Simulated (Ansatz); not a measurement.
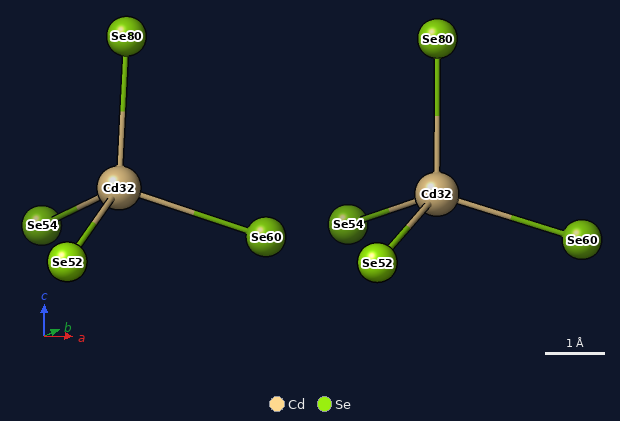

Two geometries of a defect cell of composition Cd$_{48}$Se$_{49}$ (cell charge +1), drawn at one scale. One is the start of a relaxation, the other its converged end. Style: ball-and-stick. Shown: the atoms within 4.2 Å of the atom that moves most (axes of the cell of the calculation (origin shifted)), slightly off an axis.

Method: DFT, PBEsol, PAW, plane waves in Ansatz 0.2.0. (plane-wave cutoff 420 eV; k-point mesh 1 × 1 × 1; mesh shifted by (0.25, 0.25, 0.25); collinear spin; atoms relaxed in a fixed cell; force threshold 0.03 eV/Å; at most 80 steps)

**Which one is relaxed?**

The left one is the relaxed one. The energy falls by 0.671 eV per cell of the calculation in 3 geometry steps. The largest force component goes from 0.69 to 0.027 eV/Å. The atom that moves furthest is Cd32 (0.17 Å along [−2 −1 2]). By element the largest moves are Cd 0.17 Å, Se 0.14 Å. The cell doesn't change. Some distances before and after: Cd32–Se80 2.681 → 2.612 Å, Cd32–Se60 2.622 → 2.672 Å, Cd32–Se54 2.644 → 2.614 Å. Among the angles between lasting bonds that change: Se54–Cd32–Se60 111.3° → 105.6°, Se54–Cd32–Se80 108.0° → 112.4°, Se52–Cd32–Se60 110.9° → 106.9°.

Limits of the set-up: the cell is charged, on a uniform background, and energies carry no finite-size correction.
